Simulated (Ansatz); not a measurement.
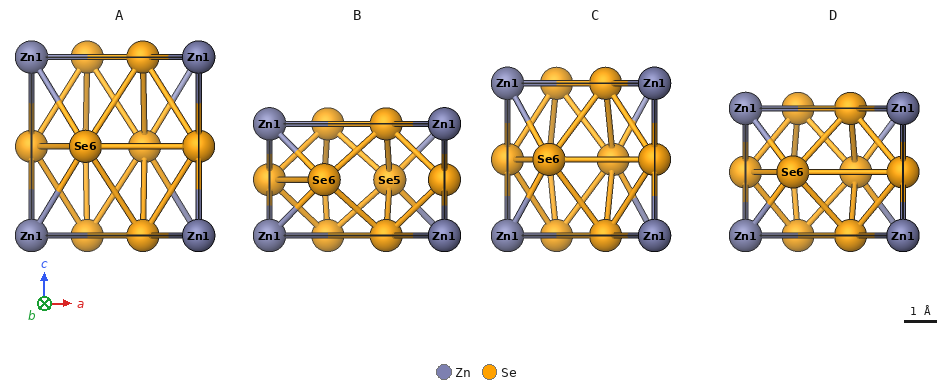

4 geometries from one relaxation of solid ZnSe5 (a generated structure, set up in P-62m) (coarse preliminary run), in shuffled order. Style: ball-and-stick. Shown: the cell of the calculation, along the b axis.

Level of theory: Ansatz, DFT PBE, scalar-relativistic, plane waves, PAW. Settings: plane-wave cutoff 420 eV; k-point mesh 3 × 3 × 4; occupations gaussian; smearing width 0.1 eV; no spin polarisation; cell and atoms relaxed; force threshold 0.04 eV/Å; at most 70 steps.

Put them in the order of the run, from the start to the converged end.

Answer. A, C, D, B. They are steps 0, 3, 7, 14, at +874 meV per atom, +270 meV per atom, +131 meV per atom relative to the last. The largest moves relative to the cell, 0.068 Å, are those of Se atoms. Zn stays in place. The volume changes by −31.4 %, with a = b 6.204 → 6.495 Å (+4.7 %), c 5.736 → 3.589 Å (−37.4 %). Some distances before and after: Se–Zn 3.499 → 2.710 Å, Se–Se 3.555 → 2.866 Å, Se–Se 3.638 → 3.871 Å, Se–Zn 3.582 → 3.750 Å. The space group stays P-62m (No. 189). The energy falls by 874 meV per atom in 12 accepted moves (14 points after the start). Largest force component: 0.3 eV/Å at the start, 0.037 eV/Å at the end. The pressure goes from −10.01 to −0.03 GPa. The line search rejected the trial step at point 12 of the run. At 1 point the geometry stayed and the basis and grid were re-selected for the new cell (energy shift of 0.4 meV per atom at most each time). Cost: 2.9 min on 1 thread of Intel(R) Xeon(R) Platinum 8259CL CPU @ 2.50GHz (Skylake/Cascade Lake), with other jobs on the host, peak memory 0.51 GiB.
